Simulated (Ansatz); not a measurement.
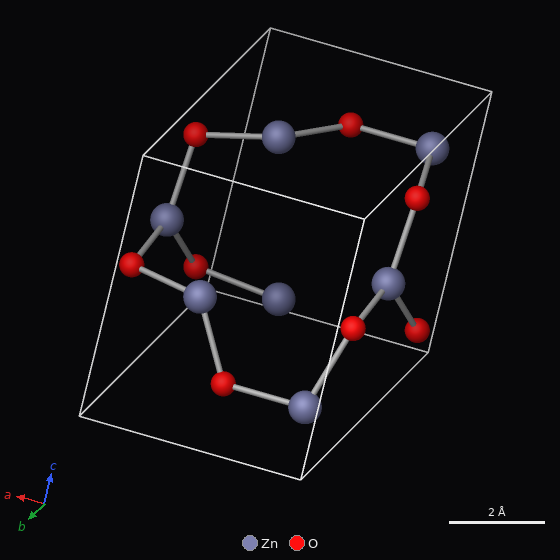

Ball-and-stick drawing of the structure, looking from a general direction. The box is the supercell; atoms on or close to its faces, edges and corners are drawn wherever they repeat. The host is ZnO, in a cell of 12 sites, and the cell carries a charge of +2.

> Where does the cell differ from the host, and how?

An oxygen vacancy. Around the empty site lie five Zn at about 2.5 to 2.8 Å.

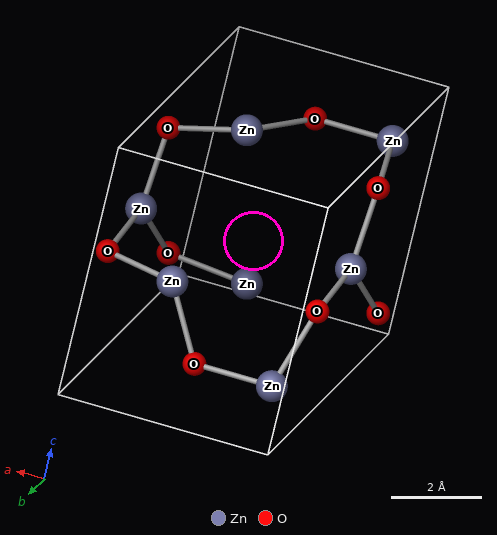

The same cell with a ring at the defect's site.

The atoms were relaxed in the host's cell with DFT PBE, scalar-relativistic, plane waves, PAW (Ansatz 0.2.0).
